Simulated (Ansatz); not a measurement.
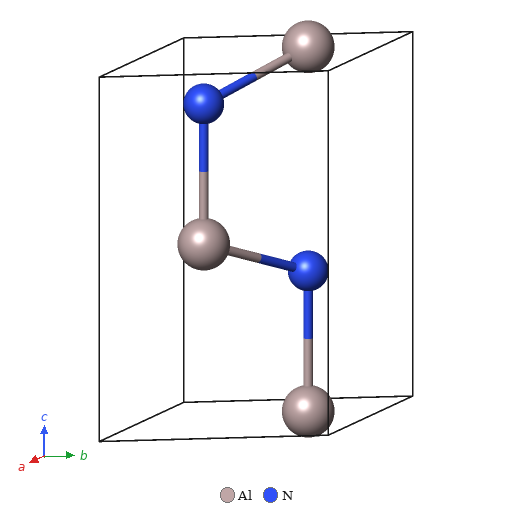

System: AlN, space group P6_3mc (No. 186). The picture shows the cell.

Structure:
```xyz
4
Lattice="3.1110 0.0000 0.0000 -1.5555 2.6942 0.0000 0.0000 0.0000 4.9780" Properties=species:S:1:pos:R:3 pbc="T T T"
Al    0.0000    1.7961    0.0000
Al    1.5555    0.8981    2.4890
N     0.0000    1.7961    1.9165
N     1.5555    0.8981    4.4055
```

Method: deformation of a crystal at fixed volume, lengths along the axis scaled against those across it, fractional coordinates fixed, by plane-wave density functional theory with PAW datasets, free energies less that of the undisturbed cell, pressure positive in compression; scalar-relativistic (Ansatz 0.2.0). Level: r2SCAN, no spin polarisation.

wave cutoff 500 eV; k mesh 12×12×6; occupations Gaussian; smearing width 0.05 eV; k shift (0, 0, 0) (mesh steps); start as given; path axial; axis direction (0, 0, 1) (Cartesian unit vector).

What does the calculation give for the energy change, pressure and gap on the k mesh against relative axial ratio? The relative axial ratio takes the values 0.80, 0.85, 0.92, 0.96, 1.00, 1.05, 1.10, 1.20, 1.30.

The energy change is 447 meV/atom at relative axial ratio 0.80 and 571 meV/atom at 1.30; the lowest computed point is at relative axial ratio 1.00 (0 meV/atom). The pressure goes from 10.0 GPa at relative axial ratio 0.80 to 19.4 GPa at 1.30, not monotonically, with a low of −0.8 GPa at 0.96, and changes sign near 0.92 and 1.02. The gap on the k mesh stays open and runs from 4.298 eV at relative axial ratio 0.80 to 2.387 eV at 1.30, with its largest value, 4.882 eV, at 1.05.

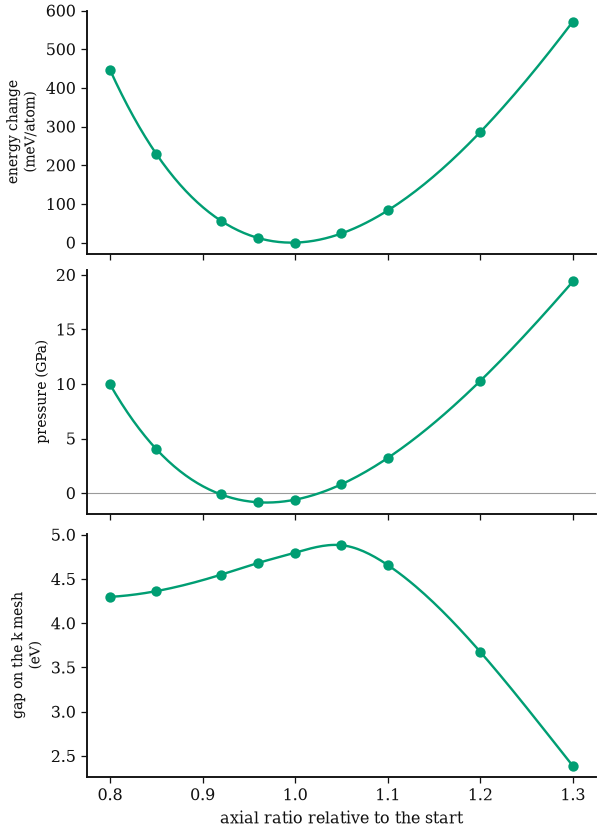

Keep in mind: reference crystal is not relaxed; shape and atomic fractions are frozen while scaling, which makes layered, chain and framework solids too stiff.
